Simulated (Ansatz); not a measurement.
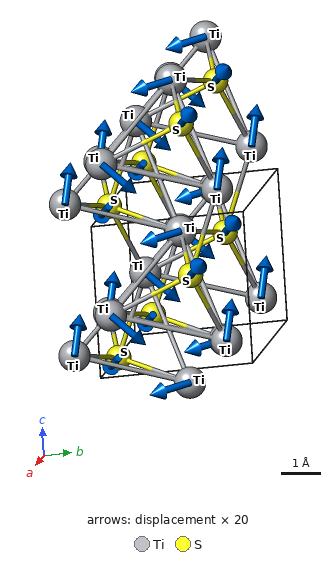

This is a relaxation of solid Ti$_{3}$S$_{2}$ (set up in R32). The starting structure is drawn; blue arrows show the displacements (the part carried along by the change of the cell is left out), magnified 20 times.

A ball-and-stick model of the cell of the calculation, repeated 2 × 1 × 2 with one cell outlined, seen slightly off an axis.

The run lets cell and atoms move.

The calculation used Ansatz, Kohn-Sham DFT of a periodic cell, PBEsol, Ansatz PAW.

Input
```yaml
crystal:
  lattice:
    - [2.7131139241, 1.5664170544, 3.2376184047]
    - [-2.7131139241, 1.5664170544, 3.2376184047]
    - [0.0, -3.1328341088, 3.2376184047]
  atoms:
    - { symbol: Ti, position: [0.0, 0.335655, 0.664345] }
    - { symbol: Ti, position: [0.664345, 0.0, 0.335655] }
    - { symbol: Ti, position: [0.335655, 0.664345, 0.0] }
    - { symbol: S, position: [0.167839, 0.167839, 0.167839] }
    - { symbol: S, position: [0.832161, 0.832161, 0.832161] }
hamiltonian:
  xc: pbesol
  pseudopotentials: { kind: paw }
kpoints:
  mp_grid: { grid: [6, 6, 6] }
scf:
  occupations: { method: fermi_dirac, width: 0.05 }
output:
  forces: true
  stress: true
  eigenvalues: true
  write_density: true
  write_potential: true
  elf: true
  volumetric_format: npy
relax:
  f_tol: 0.01
  max_steps: 40
  cell: { stress_tol: 0.05, p_target: 30.0 }
```

Launched with:
```bash
ansatz run input.yaml --threads 2 --pin off --max-ram 5632MiB --backend cpu --events-out ev --progress --plain --runs-dir out
```

> What did the optimiser do to the structure, and how much energy did it gain?

The largest moves relative to the cell, 0.059 Å, are those of Ti atoms. Largest moves by element: Ti 0.059 Å, S 0.056 Å. The drawn cell changes as follows: a = b = c 4.505 → 4.246 Å (−5.8 %), α 74.1° → 72.3°, β 74.1° → 72.3°, γ 74.1° → 72.3°; the volume changes by −18.2 %. Among the contacts that change: Ti–Ti 3.122 → 2.832 Å, Ti–Ti 3.155 → 3.015 Å, S–Ti 2.444 → 2.304 Å, S–Ti 2.415 → 2.287 Å. Bond angles that change, for instance: Ti–S–Ti 80.5° → 76.5°. The space group stays R32 (No. 155). The energy rises by 191 meV per atom in 6 accepted moves (7 points after the start). With the target pressure of 30 GPa, the enthalpy E + pV changes by −371 meV per atom. Largest force component: 0.044 eV/Å at the start, 0.00041 eV/Å at the end. Pressure: −4.47 GPa at the start and 30.01 GPa at the end. At 1 point the geometry stayed and the basis and grid were re-selected for the new cell (energy shift of 0.4 meV per atom at most each time).
